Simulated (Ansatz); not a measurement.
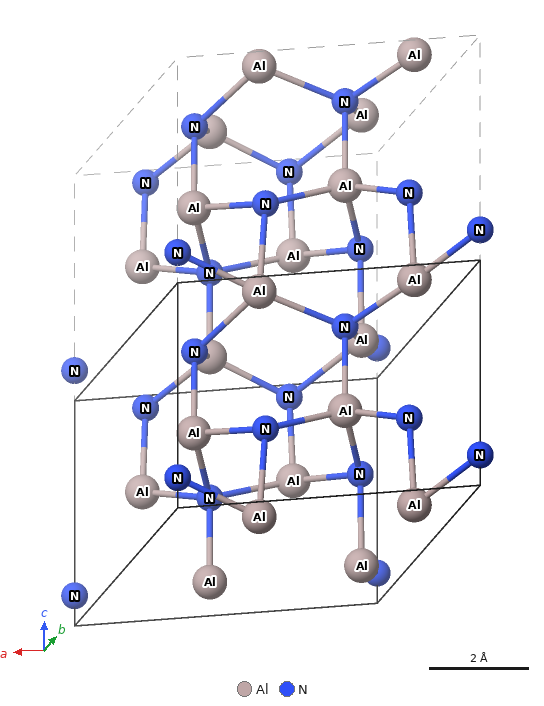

Crystal structure, ball-and-stick style, seen from a general direction. One conventional unit cell is drawn solid; the view covers 1×1×2 cells.

State composition, symmetry and coordination.

The stoichiometry is Al8N9. It is primitive hexagonal, space group P3m1 (No. 156). Cell content 8 Al, 9 N; Z = 1. Coordination numbers (contacts within bonding distance): Al 4 to 5 (mean 4.4) and N 3 to 4 (mean 3.9). The bonds build a three-dimensional framework.

The cell started as a structure listed in the Materials Project, repeated into a supercell with a point defect put in. The atoms were relaxed in a fixed cell with Ansatz, DFT PBE, scalar-relativistic, plane waves, PAW.
